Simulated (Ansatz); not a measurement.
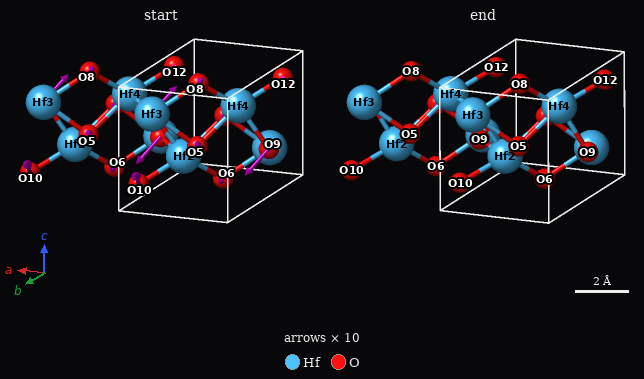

The structure of solid HfO2 (set up in P2_1/c) before (left) and after (right) a relaxation, at one scale. The purple arrows give the displacements (the part carried along by the change of the cell is left out), 10 times their true length.

A ball-and-stick model of the cell of the calculation, repeated 2 × 1 × 1 with one cell outlined, seen from a free direction.

Case: volume × 0.94, shape and atoms relaxed.

Theory: Ansatz, DFT PBE, scalar-relativistic, plane waves, PAW.

The input:
```yaml
crystal:
  lattice:
    - [5.0442001874, 0.0, 0.0022950825]
    - [0.0, 5.1441640028, 0.0]
    - [-0.8439272303, 0.0, 5.1409375071]
  atoms:
    - { symbol: Hf, position: [0.2770291567, 0.0418942842, 0.2082958664] }
    - { symbol: Hf, position: [0.7229708433, 0.5418942842, 0.2917041336] }
    - { symbol: Hf, position: [0.7229708433, 0.9581057158, 0.7917041336] }
    - { symbol: Hf, position: [0.2770291567, 0.4581057158, 0.7082958664] }
    - { symbol: O, position: [0.4456968006, 0.7589769774, 0.4812322978] }
    - { symbol: O, position: [0.5543031994, 0.2589769774, 0.0187677022] }
    - { symbol: O, position: [0.5543031994, 0.2410230226, 0.5187677022] }
    - { symbol: O, position: [0.4456968006, 0.7410230226, 0.9812322978] }
    - { symbol: O, position: [0.0747898402, 0.3435642102, 0.3351706381] }
    - { symbol: O, position: [0.9252101598, 0.8435642102, 0.1648293619] }
    - { symbol: O, position: [0.9252101598, 0.6564357898, 0.6648293619] }
    - { symbol: O, position: [0.0747898402, 0.1564357898, 0.8351706381] }
basis:
  ecutwfc: 420
kpoints:
  mp_grid: { grid: [6, 6, 6] }
hamiltonian:
  xc: pbe
scf:
  occupations: { method: gaussian, width: 0.02 }
output:
  forces: true
  stress: true
  eigenvalues: true
relax:
  adjacent_minimum: "off"
  f_tol: 0.01
  max_steps: 30
  cell: { stress_tol: 0.1, fix: [volume] }
```

Run as
```bash
ansatz run input.yaml --threads 4 --pin off --max-ram 10240MiB --backend cpu --events-out ev --progress --plain --runs-dir out
```

Question: Summarise the run.

Answer: After 7 accepted moves (9 points after the start) the energy has fallen by 44.7 meV per cell of the calculation. The largest force component goes from 0.18 to 0.00083 eV/Å. Pressure: 14.28 GPa at the start and 10.76 GPa at the end. At 2 points the geometry stayed and the basis and grid were re-selected for the new cell (energy shift of 1.0 meV per cell of the calculation at most each time). The largest moves relative to the cell, 0.14 Å, are those of O9, O10, O11 and O12. O9 goes along [1 2 −2]. By element the largest moves are O 0.14 Å, Hf 0.01 Å. The drawn cell changes at constant volume: a 5.044 → 5.029 Å (−0.3 %), b 5.144 → 5.199 Å (+1.1 %), c 5.210 → 5.159 Å (−1.0 %), β 99.3° → 98.5°. Some distances before and after: Hf1–O12 2.127 → 2.162 Å, Hf1–Hf3 3.396 → 3.363 Å, Hf1–O9 2.026 → 2.051 Å, Hf1–O6 2.150 → 2.173 Å. Bond angles that change, for instance: Hf1–O12–Hf4 108.5° → 106.5°. The space group stays P2_1/c (No. 14). The run took 5.4 min on 4 threads of Intel(R) Xeon(R) Processor @ 2.50GHz (Skylake/Cascade Lake), with other jobs on the host, peak memory 1.1 GiB.
